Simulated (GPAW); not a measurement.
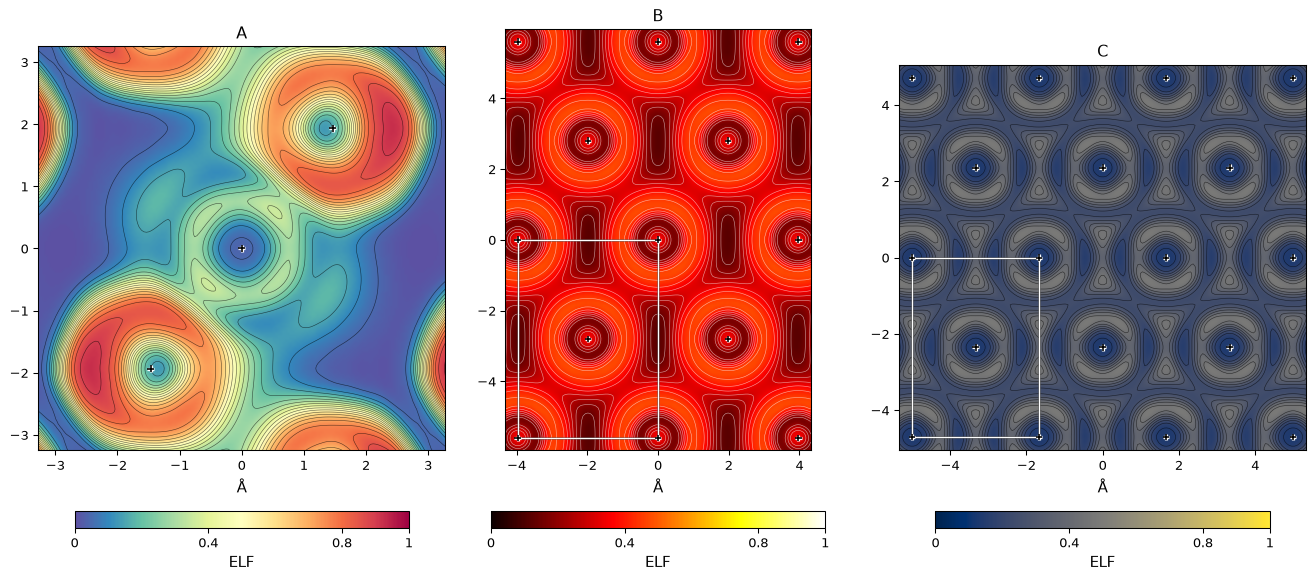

The ELF of 3 systems, each on a plane through atoms (crosses mark nuclei in the plane).

These are results of GPAW, Kohn-Sham DFT of a periodic cell, PBE, GPAW PAW data sets (gpaw-data 1.2.1), not measurements.

System 1: TaS2, the (110) plane of the conventional cell. Space group P-3m1; not relaxed (largest force 1.3 eV/Å); computed pressure about 9 GPa in this cell.

System 2: Bi, the (011) plane of the conventional cell. Space group Im-3m; a structure from a database of computed crystals, not necessarily the ambient phase.

```yaml
crystal:
  lattice:
    - [3.96286, 0.00000, 0.00000]
    - [0.00000, 3.96286, 0.00000]
    - [0.00000, 0.00000, 3.96286]
  atoms:
    - { symbol: Bi, position: [0.00000, 0.00000, 0.00000] }
    - { symbol: Bi, position: [0.50000, 0.50000, 0.50000] }
```

System 3: Nb, the (110) plane of the conventional cell. Space group Im-3m; computed pressure about −3 GPa in this cell.

```yaml
crystal:
  lattice:
    - [3.32790, 0.00000, 0.00000]
    - [0.00000, 3.32790, 0.00000]
    - [0.00000, 0.00000, 3.32790]
  atoms:
    - { symbol: Nb, position: [0.00000, 0.00000, 0.00000] }
    - { symbol: Nb, position: [0.50000, 0.50000, 0.50000] }
```

Which map belongs to which system?

Answer. Panel A is system 1, TaS2: the plane holds Ta and S. Ta–S (2.43 Å): the ELF peaks at about 0.80 in the valence shell of S, 0.8 Å from its nucleus, and is about 0.40 at the midpoint. Panel B is system 2, Bi: the plane holds Bi. Bi–Bi (3.43 Å): the ELF is about 0.30 at the midpoint. Panel C is system 3, Nb: the plane holds Nb. Nb–Nb (2.88 Å): the ELF is about 0.25 at the midpoint; no localised pair shows between them.
